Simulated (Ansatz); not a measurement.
WSe2: band-structure calculation

The run: band-structure calculation of WSe2 (9 atoms in the cell). Method and program: DFT PBEsol, scalar-relativistic, plane waves, PAW, no spin polarisation (Ansatz 0.2.0).

The structure derives from a Materials Project entry.

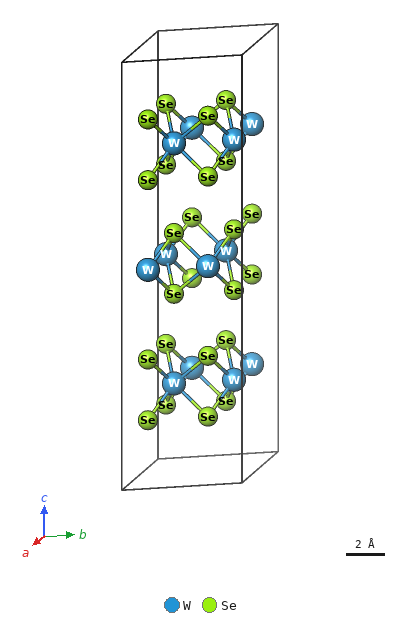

**Figure 1.** The structure as given in the input (ball-and-stick view of the 2 × 2 repeat of the cell, with the vacuum cut short, seen slightly off an axis). An atom can appear more than once, as a periodic image. Near neighbours in the periodic cell (some may lie outside the picture): W has 6 Se at 2.52 Å; Se has 3 W at 2.52 Å.

The input:
```yaml
crystal:
  lattice:
    - [3.2709028621, 0.0, 0.0]
    - [-1.635451431, 2.8326849719, 0.0]
    - [0.0, 0.0, 29.1847499586]
  atoms:
    - { symbol: W, position: [0.6666666667, 0.3333333333, 0.0] }
    - { symbol: W, position: [0.3333333333, 0.6666666667, 0.7734641533] }
    - { symbol: W, position: [0.3333333333, 0.6666666667, 0.2265358467] }
    - { symbol: Se, position: [0.3333333333, 0.6666666667, 0.0573689714] }
    - { symbol: Se, position: [0.6666666667, 0.3333333333, 0.830840301] }
    - { symbol: Se, position: [0.6666666667, 0.3333333333, 0.283834164] }
    - { symbol: Se, position: [0.3333333333, 0.6666666667, 0.9426310286] }
    - { symbol: Se, position: [0.6666666667, 0.3333333333, 0.716165836] }
    - { symbol: Se, position: [0.6666666667, 0.3333333333, 0.169159699] }
basis:
  ecutwfc: 420
kpoints:
  mp_grid: { grid: [12, 12, 1] }
  band_path:
    path:
      - [[0.0, 0.0, 0.0], [0.5, 0.0, 0.0], [0.33333333, 0.33333333, 0.0], [0.0, 0.0, 0.0], [0.0, 0.0, 0.5], [0.5, 0.0, 0.5], [0.33333333, 0.33333333, 0.5], [0.0, 0.0, 0.5]]
      - [[0.5, 0.0, 0.5], [0.5, 0.0, 0.0]]
      - [[0.33333333, 0.33333333, 0.5], [0.33333333, 0.33333333, 0.0]]
    npoints: 14
hamiltonian:
  xc: pbesol
scf:
  occupations: { method: gaussian, width: 0.02 }
  n_extra_bands: 22
output:
  forces: true
  stress: true
  eigenvalues: true
  populations: true
  dos: { projected: true, de: 0.02, nscf_kmesh: { grid: [18, 18, 2] } }
  bader: true
  write_density: true
  write_potential: true
  elf: true
  volumetric_format: npy
```

Launch command:
```bash
ansatz run input.yaml --threads 2 --pin off --max-ram 5120MiB --backend cpu --events-out ev --progress --plain --runs-dir out
```

Log:
```
scf.n_extra_bands = 22 over 69 filled bands (N_el = 138.0): the run solves 91 bands
Engine: ansatz 0.2.0, x86_64-unknown-linux-gnu
Pseudopotentials: kind: paw
Pseudopotential: W, paw, valence charge 14, recommended cutoff 420 eV (normal), W.paw.azcp
Pseudopotential: Se, paw, valence charge 16, recommended cutoff 420 eV (normal), Se.paw.azcp
Functional definition: PBEsol
  exchange = pbesol_x
  correlation = pbesol_c
Crystal: 9 atoms, lattice volume = 270.409 Å³
Basis set: ecut = 420 eV, 5413 PW (Γ), exchange–correlation on 48×48×400 points (8 copies of the dense FFT grid, shifted against one another)
Bands: 91, of which v1, the nominal top of the filled ones, is band 69 counted from 1 (68 counted from 0)
Symmetry: 12 space group operations
Space group: P-6m2 (ITA 187), of the structure as read, at distance tolerance 6.5e-5 Å
k-points: 19 of 144 (time reversal used)
Non-local potential: W, projectors of the file, l = 0: 3, l = 1: 2, l = 2: 2, l = 3: 1
Non-local potential: Se, projectors of the file, l = 0: 2, l = 1: 2, l = 2: 3, l = 3: 1
PAW form: soft (Blöchl's): semilocal exchange-correlation on the pseudo side does not see the compensation charge
PAW frozen core: W, regenerated for the run's functional, and the local potential with it (the file was generated under x = pbe(κ = 0.804, μ = 0.2195149727645171), c = pbe(β = 0.06672455060314922))
PAW frozen core: Se, regenerated for the run's functional, and the local potential with it (the file was generated under x = pbe(κ = 0.804, μ = 0.2195149727645171), c = pbe(β = 0.06672455060314922))
PAW one-centre angular grid: W, 590 points (default); XC on 64 Gauss nodes
PAW one-centre angular grid: Se, 590 points (default); XC on 64 Gauss nodes
Initial density: superposition of atomic densities (neutral atoms: chi_scale 0, normalization atom), corrected by the library's trained network
Initial wavefunctions: pseudopotential atomic-orbital guess
Functional: x = pbesol(κ = 0.804, μ = 0.12345679012345678), c = pbesol(β = 0.046)
SCF iter   1: F=—  HF=-63320.263592 eV  |F-HF|=—  |Δ(HF+E_count)|=         —  Δρ=4.37e-3  dr2=9.77e-2  ethr=1.77e-3  ⟨swp⟩=7.6  Hψ=6997  notcnv=0  defer=78
preconditioner: auto → Resta (q_TF=auto, 2.439 Å⁻¹)  ε∞=3.6  [insulator: Δε(μ)=1.216 eV  Ē_g=10.322 eV  σ=0.020 eV  W_gap=1.00  n_scr=76 (ndim 8)  ℏωp=16.6 eV  f_vac=0.343  D(μ)=0.00/eV (n_scr^D=0)  ε∞_Penn≈3.6  vacuum switching on, ρ_ref=7.7e-3 e/Å³]
SCF iter   2: F=—  HF=-63320.260504 eV  |F-HF|=—  |Δ(HF+E_count)|=   3.09e-3  Δρ=2.61e-3  dr2=4.94e-2  ethr=7.08e-5  ⟨swp⟩=3.0  Hψ=2792  notcnv=0  defer=256
SCF iter   3: F=—  HF=-63320.257769 eV  |F-HF|=—  |Δ(HF+E_count)|=   2.74e-3  Δρ=1.68e-3  dr2=3.97e-3  ethr=3.58e-5  ⟨swp⟩=2.0  Hψ=1914  notcnv=0  defer=256
SCF iter   4: F=—  HF=-63320.260254 eV  |F-HF|=—  |Δ(HF+E_count)|=   2.49e-3  Δρ=5.70e-4  dr2=2.35e-3  ethr=2.88e-6  ⟨swp⟩=2.7  Hψ=2259  notcnv=0  defer=256
SCF iter   5: F=—  HF=-63320.260234 eV  |F-HF|=—  |Δ(HF+E_count)|=   2.04e-5  Δρ=1.15e-4  dr2=4.89e-5  ethr=1.71e-6  ⟨swp⟩=2.0  Hψ=1778  notcnv=0  defer=256
SCF iter   6: F=—  HF=-63320.259996 eV  |F-HF|=—  |Δ(HF+E_count)|=   2.38e-4  Δρ=4.34e-5  dr2=9.28e-6  ethr=3.54e-8  ⟨swp⟩=3.0  Hψ=3097  notcnv=0  defer=256
SCF iter   7: F=—  HF=-63320.260000 eV  |F-HF|=—  |Δ(HF+E_count)|=   4.55e-6  Δρ=1.60e-5  dr2=1.11e-6  ethr=6.72e-9  ⟨swp⟩=2.0  Hψ=1885  notcnv=0  defer=256
SCF iter   8: F=—  HF=-63320.260001 eV  |F-HF|=—  |Δ(HF+E_count)|=   1.04e-6  Δρ=9.85e-6  dr2=8.51e-7  ethr=8.04e-10  ⟨swp⟩=2.2  Hψ=2510  notcnv=0  defer=256
SCF iter   9: F=-63320.260001 eV  HF=-63320.260001 eV  |F-HF|=2.62e-8  |Δ(HF+E_count)|=   5.28e-9  Δρ=3.73e-6  dr2=7.95e-8  ethr=7.25e-11  ⟨swp⟩=18.5  Hψ=14893  notcnv=0
SCF 1 converged in 9 iterations: F = -63320.260001 eV  dr2 = 7.95e-8
  greatest PAW one-centre occupation: 1.000 electrons in one spin orbital (limit 2), on the Se atom at site 3 (counted from 0), in its partial waves of l = 2
```

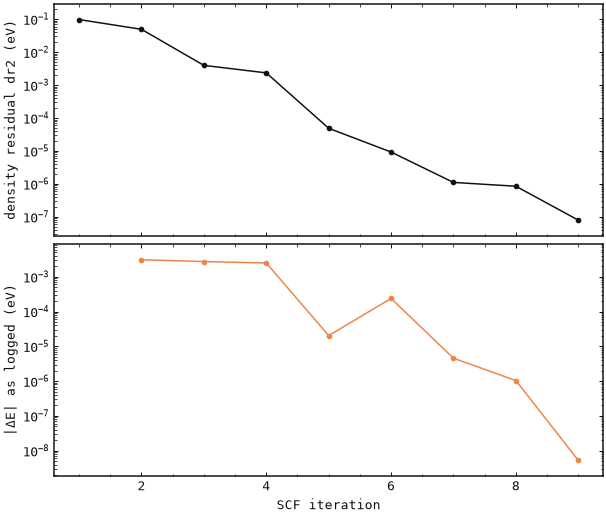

**Figure 2.** Convergence of the self-consistent field: density residual dr2 and size of the energy change against the SCF iteration. The residual falls at every step.

```
NSCF: frozen V_eff on 129 k-points
NSCF: frozen V_eff on 74 k-points
WARN: The output density's exchange-correlation potential varies sharply where the density is thin. Do not read a vacuum level from v_tot or v_xc, or from such a field of the output density. On a cell that repeats whose density bears no net charge and no dipole along the vacuum's axis use v_es (v_loc + v_h of the components); under efield.dipole_correction with no amplitude use v_es + v_field, which holds any external_charges[].barrier, or the levels of the report's work_function block, which leave it out; under a non-zero efield.amplitude the vacuum is tilted and has no level; on a cell that repeats and bears such a dipole with no correction it is tilted too, and efield.dipole_correction with no amplitude gives each side of its ramp a level where efield: is served; in a cell that repeats whose density bears a net charge (total_charge, or a fill off its count) it is curved and has none; of a slab under crystal.periodic whose density bears no net charge use v_es, which has a level on each side, short of where the two are joined; of another it falls or rises all the way out and has none; of a slab beside external_charges read slab_vacuum_level instead, which it has where they leave it neutral. The grid or the basis barely resolves most such structure, and the values can differ between equally converged runs; as a rule a tighter scf.convergence.dr2_threshold does not remove it. Where the density itself ripples (under the LDA too) a higher basis.ecutwfc lessens it. The files hold the spikes' plane waves up to the density's cutoff. Files: v_tot_of_output_density and the like, and their columns of v_z.tsv (output.write_potential); v_xc_of_output_density and the like, and their columns of v_comp_z.tsv (output.write_potential_components). Measured: with its Gaussian average of σ = 0.25 Å subtracted twice, the exchange-correlation potential is over 0.1 eV at 847 of the grid points where the equally averaged density (valence and model cores) is under 1e-3 e/Å³, and 0.921 eV at the most among them, at an averaged density of 8.6e-8 e/Å³. See output.write_potential in the manual, Limitations
SCF converged after 9 iterations
Free energy (F): -63320.260001 eV
Harris-Foulkes:  -63320.260001 eV  (|F-HF|=2.62e-8)
Internal energy: -63320.260001 eV  (E = F + TS)
E sigma→0 (E₀):  -63320.260001 eV
Fermi energy:    7.510880 eV
--- Per-component energies (eV) ---
  E_band       = -3337.605213
  E_kinetic    = 2070.184309
  E_local      = -119941.127888  (includes V_loc(G=0)·N_el)
  E_nonlocal   = -3543.135365
  E_hartree    = 59231.696067
  E_xc         = -1419.239946
  E_vxc        = -1309.189964  (∫ρ·V_xc dr)
  E_paw        = -36516.936487  (= ΣΔE_a)
  E_vpaw       = 922.298486  (= ΣTr[D̂ρ^β])
  E_aug_tail   = -0.003839  (compensation charges beyond the density's cutoff)
  E_ewald      = 36791.587070
  E_core_change = 6.716079  (= ΣΔE_core)
  E_smearing   = -0.000000  (= −TS)
  E_closure    = 0.000000  (closes the sum)
  Σ components = -63320.260001   (vs F -63320.260001, Δ=0.00e0)
--- Forces (eV/Å), atoms counted from 1 ---
  atom   1  W      0.00000000    -0.00000000     0.00000000
  atom   2  W     -0.00000000     0.00000000    -0.00077835
  atom   3  W     -0.00000000     0.00000000     0.00077835
  atom   4  Se    -0.00000000     0.00000000    -0.00000845
  atom   5  Se     0.00000000    -0.00000000     0.00114081
  atom   6  Se     0.00000000    -0.00000000    -0.00041466
  atom   7  Se    -0.00000000     0.00000000     0.00000845
  atom   8  Se     0.00000000    -0.00000000     0.00041466
  atom   9  Se     0.00000000    -0.00000000    -0.00114081
  max |Σ_I F_I| component: 2.78e-17 eV/Å
--- Stress (GPa, compression-positive) ---
       -0.005815      -0.000000       0.000000
       -0.000000      -0.005815       0.000000
        0.000000       0.000000      -0.004822
  P = ⅓ Tr σ = -0.0055 GPa (-0.055 kbar)
--- Band table (eV; the first three rows and the last of 19) ---
  k-point 0: bands = ["-67.1281", "-67.1252", "-67.1252", "-40.8016", "-40.8016", "-40.8010", "-40.8010", "-40.7964", "-40.7964", "-40.7964", "-40.7964", "-40.7836", "-40.7836", "-40.7836", "-40.7836", "-40.7724", "-40.7724", "-40.7712", "-40.7712", "-40.7670", "-40.7670", "-40.7670", "-40.7670", "-40.7605", "-40.7583", "-40.7546", "-40.7546", "-40.7503", "-40.7503", "-40.7503", "-40.7503", "-40.7364", "-40.7364", "-31.4287", "-31.4261", "-31.4261", "-31.2743", "-31.2743", "-31.2714", "-31.2714", "-31.2714", "-31.2714", "-8.2288", "-8.1564", "-8.0873", "-6.9868", "-6.8582", "-6.7494", "0.0627", "0.3910", "0.7386", "3.7491", "4.4108", "4.4108", "4.4158", "4.4158", "4.4195", "4.4195", "4.4442", "5.2670", "5.5635", "5.5635", "5.5793", "5.5793", "5.5921", "5.5921", "6.0890", "6.5998", "6.8873", "9.7816", "9.7816", "9.7983", "9.7983", "9.8161", "9.8161", "9.9340", "9.9340", "9.9971", "9.9971", "10.0436", "10.0436", "11.2243", "11.4113", "11.7648", "12.1642", "12.2734", "13.3397", "14.8637", "14.9813", "15.0100", "15.1439"]
  k-point 1: bands = ["-67.1273", "-67.1244", "-67.1244", "-40.8016", "-40.8013", "-40.8011", "-40.8007", "-40.7964", "-40.7964", "-40.7961", "-40.7961", "-40.7836", "-40.7836", "-40.7833", "-40.7833", "-40.7725", "-40.7725", "-40.7714", "-40.7713", "-40.7671", "-40.7671", "-40.7670", "-40.7670", "-40.7604", "-40.7582", "-40.7545", "-40.7545", "-40.7505", "-40.7505", "-40.7504", "-40.7504", "-40.7363", "-40.7363", "-31.4252", "-31.4225", "-31.4225", "-31.2915", "-31.2886", "-31.2886", "-31.2783", "-31.2754", "-31.2754", "-8.1208", "-8.0486", "-7.9796", "-6.9291", "-6.8035", "-6.6978", "0.1999", "0.5267", "0.8755", "3.6304", "4.0852", "4.0939", "4.1004", "4.2431", "4.5144", "4.5215", "4.5271", "4.7996", "5.3785", "5.3963", "5.4109", "5.5298", "5.5675", "5.7741", "6.1064", "6.5526", "6.7653", "9.5044", "9.5382", "9.5554", "9.5555", "9.6145", "9.6561", "9.7679", "9.8323", "9.9032", "9.9722", "10.0063", "10.0199", "11.4937", "11.7390", "12.2887", "12.6625", "12.6898", "13.5216", "15.0771", "15.2825", "15.4912", "15.6720"]
  k-point 2: bands = ["-67.1253", "-67.1223", "-67.1223", "-40.8014", "-40.8013", "-40.8004", "-40.7999", "-40.7964", "-40.7964", "-40.7952", "-40.7952", "-40.7836", "-40.7836", "-40.7824", "-40.7824", "-40.7727", "-40.7726", "-40.7720", "-40.7714", "-40.7674", "-40.7674", "-40.7671", "-40.7671", "-40.7600", "-40.7577", "-40.7541", "-40.7541", "-40.7508", "-40.7508", "-40.7505", "-40.7505", "-40.7358", "-40.7358", "-31.4155", "-31.4129", "-31.4128", "-31.3380", "-31.3352", "-31.3352", "-31.2891", "-31.2862", "-31.2862", "-7.8102", "-7.7392", "-7.6710", "-6.7633", "-6.6470", "-6.5505", "0.5827", "0.9018", "1.2511", "3.2926", "3.2999", "3.3339", "3.3364", "3.7528", "4.0709", "4.7999", "4.8123", "4.8241", "4.9485", "4.9706", "4.9880", "5.2596", "5.3988", "5.7038", "6.0348", "6.2639", "6.3511", "8.7551", "8.9385", "9.1639", "9.3028", "9.4436", "9.4893", "9.5236", "9.5903", "9.5971", "10.3473", "10.4123", "10.4600", "11.9212", "12.2037", "13.1196", "13.5229", "13.5764", "14.1328", "15.4486", "15.4637", "15.6866", "15.8335"]
  k-point 18: bands = ["-67.1153", "-67.1124", "-67.1124", "-40.7998", "-40.7984", "-40.7983", "-40.7981", "-40.7941", "-40.7941", "-40.7933", "-40.7933", "-40.7813", "-40.7812", "-40.7805", "-40.7805", "-40.7745", "-40.7735", "-40.7726", "-40.7724", "-40.7687", "-40.7687", "-40.7681", "-40.7681", "-40.7581", "-40.7556", "-40.7521", "-40.7521", "-40.7520", "-40.7520", "-40.7515", "-40.7515", "-40.7338", "-40.7338", "-31.4631", "-31.4604", "-31.4604", "-31.4346", "-31.4317", "-31.4317", "-31.3691", "-31.3664", "-31.3664", "-5.7667", "-5.7580", "-5.7580", "-5.6825", "-5.6718", "-5.6718", "1.1879", "1.2459", "1.3012", "1.3651", "1.3831", "1.3894", "2.2073", "2.2952", "2.3690", "2.8623", "2.8711", "2.9934", "3.3180", "3.4230", "3.4896", "4.3508", "4.3928", "4.4196", "6.6617", "6.7414", "6.8188", "8.4455", "8.4470", "8.4470", "9.1319", "9.5121", "9.9038", "10.2540", "10.2836", "10.3441", "11.6217", "11.6858", "11.8331", "12.6733", "12.7364", "12.8628", "12.9680", "13.3202", "13.9336", "15.4643", "15.7046", "15.8383", "16.7491"]
--- Löwdin populations: 9 sites ---
  site symbol       q [e]
     0      W     13.6389
     1      W     13.6377
     2      W     13.6377
     3     Se     16.0767
     4     Se     16.0780
     5     Se     16.0748
     6     Se     16.0767
     7     Se     16.0748
     8     Se     16.0780
  spilling = 0.004541 (of n_electrons = 138.000000)
--- Bader charges: 9 sites ---
  site symbol  charge [e]  shift [e]
     0      W      1.0386     0.0024
     1      W      1.0416     0.0024
     2      W      1.0416     0.0024
     3     Se     -0.5192     0.0012
     4     Se     -0.5199     0.0012
     5     Se     -0.5219     0.0012
     6     Se     -0.5192     0.0012
     7     Se     -0.5219     0.0012
     8     Se     -0.5199     0.0012
  estimated error of the sums over rays = 6.7e-4 e
```

File bader_charges.tsv:
```
# site	symbol	x_ang	y_ang	z_ang	partial_charge_e	electrons	volume_ang3	relative_density_drop	shared_charge_e	partial_wave_shift_e
# quadrature_error_electrons = 6.7e-4
0	W	1.6355	0.9442	0.0000	1.03860	72.96140	14.40	-	1.03860	0.00241
1	W	0.0000	1.8885	22.5734	1.04159	72.95841	14.39	-	1.04159	0.00243
2	W	0.0000	1.8885	6.6114	1.04160	72.95840	14.39	-	1.04160	0.00243
3	Se	0.0000	1.8885	1.6743	-0.51917	34.51917	23.43	-	-0.51917	0.00121
4	Se	1.6355	0.9442	24.2479	-0.51986	34.51986	23.43	-	-0.51986	0.00120
5	Se	1.6355	0.9442	8.2836	-0.52186	34.52186	26.16	-	-0.52186	0.00122
6	Se	0.0000	1.8885	27.5105	-0.51917	34.51917	23.43	-	-0.51917	0.00121
7	Se	1.6355	0.9442	20.9011	-0.52185	34.52185	26.16	-	-0.52185	0.00122
8	Se	1.6355	0.9442	4.9369	-0.51986	34.51986	23.43	-	-0.51986	0.00120
```

File populations.tsv:
```
# site	symbol	l	j	q
# orbitals = lowdin
# n_electrons = 138.000000
# spilling = 0.004541
0	W	0_5S	-	1.978689
0	W	0_6S	-	0.606297
0	W	1_5P	-	5.996333
0	W	2_5D	-	5.057616
1	W	0_5S	-	1.978679
1	W	0_6S	-	0.605604
1	W	1_5P	-	5.996388
1	W	2_5D	-	5.056990
2	W	0_5S	-	1.978679
2	W	0_6S	-	0.605604
2	W	1_5P	-	5.996388
2	W	2_5D	-	5.056990
3	Se	0_4S	-	1.827668
3	Se	1_4P	-	4.249227
3	Se	2_3D	-	9.999793
4	Se	0_4S	-	1.827612
4	Se	1_4P	-	4.250594
4	Se	2_3D	-	9.999793
5	Se	0_4S	-	1.826488
5	Se	1_4P	-	4.248558
5	Se	2_3D	-	9.999800
6	Se	0_4S	-	1.827668
6	Se	1_4P	-	4.249227
6	Se	2_3D	-	9.999793
7	Se	0_4S	-	1.826488
7	Se	1_4P	-	4.248558
7	Se	2_3D	-	9.999800
8	Se	0_4S	-	1.827612
8	Se	1_4P	-	4.250594
8	Se	2_3D	-	9.999793
```

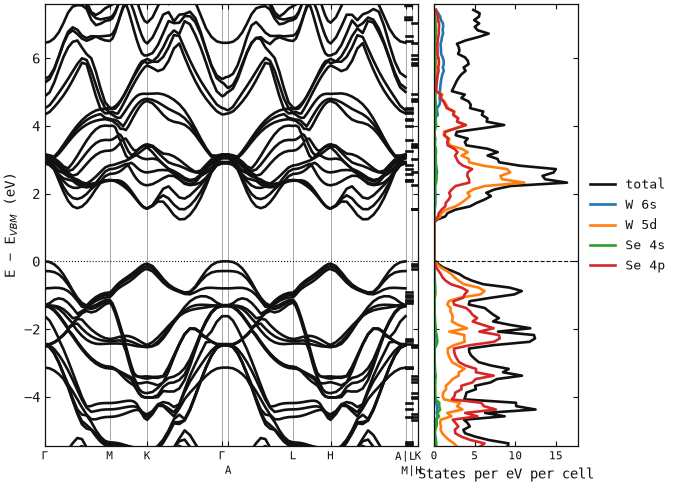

**Figure 3.** Band structure along Γ–M–K–Γ–A–L–H–A|L–M|H–K and density of states (projected on Löwdin-orthogonalised atomic shells), with energies from the valence-band top. There is a gap of 1.24 eV on this path, indirect, from Γ to between K and Γ.

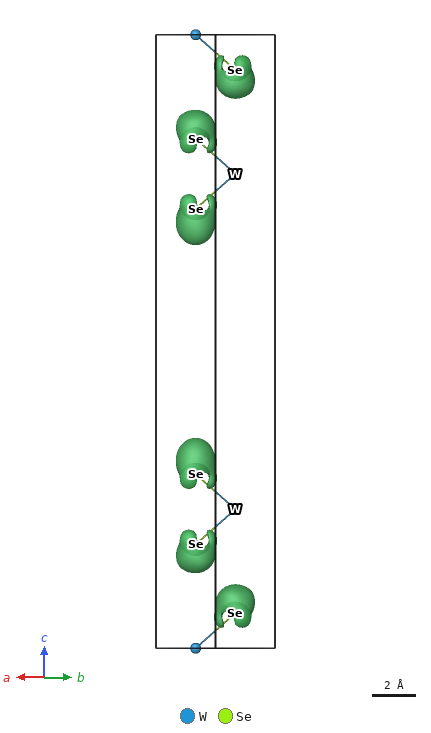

**Figure 4.** Isosurface of the electron localisation function at 0.75 (green), seen along [110]. Core shells and regions of very low density are left out. Sticks mark near contacts. The outline is the cell set on symmetry axes. Values along the shortest contacts: W–Se (2.52 Å): the ELF is about 0.55 at the midpoint. In a PAW calculation such maps are meaningful between the atoms, not at the nuclei.

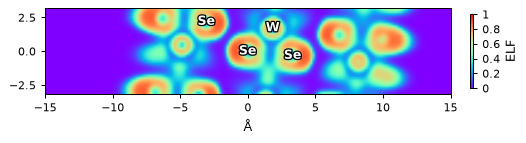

**Figure 5.** Electron localisation function on the (111) plane of the conventional cell. W–Se (2.52 Å): the ELF is about 0.55 at the midpoint. The strong features right at W lie inside the PAW spheres (semicore, d or f shells) and say nothing about bonding.

Summary:

| quantity | value |
| --- | --- |
| outcome | converged |
| space group (tolerance 0.01 Å) | P-6m2 (187) |
| electrons treated | 138 |
| free energy | −63320.2600 eV |
| Fermi energy | 7.511 eV |
| gap on the k-point mesh | 1.25 eV |
| gap on the band path | 1.24 eV |
| pressure | −0.01 GPa |
| largest force (length of the vector) | 0.001 eV/Å |
| hardware | 2 threads of Intel Xeon @ 2.50GHz (Skylake/Cascade Lake), 32 GiB of memory available, shared host |
| wall time | 3.7 min (CPU time 7.4 min) |
| peak memory | 1.9 GiB |

Remarks:

Warnings of the run: the exchange-correlation potential is rough where the density is thin. Spin–orbit coupling is left out, which matters for W.
